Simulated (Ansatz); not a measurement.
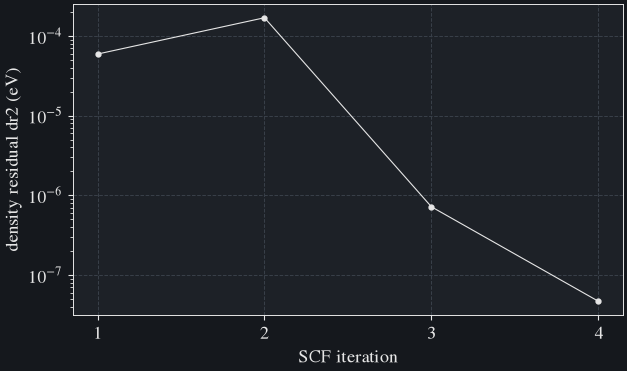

The plot shows the SCF iterations of a calculation: density residual dr2. The starting density is a sum of atomic densities corrected by a trained network, so the first residual is already small.

MgO (8 atoms in the cell), run with Ansatz.

```
crystal:
  lattice:
    - [4.2535896556, 0.0, 0.0]
    - [0.0, 4.2535896556, 0.0]
    - [0.0, 0.0, 4.2535896556]
  atoms:
    - { symbol: Mg, position: [0.0, 0.5, 0.5] }
    - { symbol: Mg, position: [0.5, 0.0, 0.5] }
    - { symbol: Mg, position: [0.5, 0.5, 0.0] }
    - { symbol: Mg, position: [0.0, 0.0, 0.0] }
    - { symbol: O, position: [0.5, 0.5, 0.5] }
    - { symbol: O, position: [0.0, 0.0, 0.5] }
    - { symbol: O, position: [0.0, 0.5, 0.0] }
    - { symbol: O, position: [0.5, 0.0, 0.0] }
basis:
  ecutwfc: 420
  xc_grid: 2
kpoints:
  mp_grid: { grid: [3, 3, 3], shift: [0.0, 0.0, 0.0] }
hamiltonian:
  xc: pbe
scf:
  occupations: { method: gaussian, width: 0.01 }
  mixing: { algorithm: broyden, beta: 1.0, ndim: 1, preconditioner: none }
  max_iter: 100
output:
  forces: true
  eigenvalues: true
  stress: true
```

Launched with:
```bash
ansatz run input.yaml --threads 4 --pin off --max-ram 10240MiB --backend cpu --events-out ev --progress --plain --runs-dir out
```

Q: Was self-consistency reached?

A: Converged, in 4 iterations. The residual comes down, with one marked jump up, by a factor of about 3, at step 2.

Q: What is the residual at the start and at the end?

A: It starts near 6 × 10⁻⁵ and ends near 5 × 10⁻⁸ eV.

Q: Is anything amiss with this input?

A: The input holds an odd setting (mixing far too strong), but it does no harm here: the energy lies within 1 meV per atom of a run with usual settings.
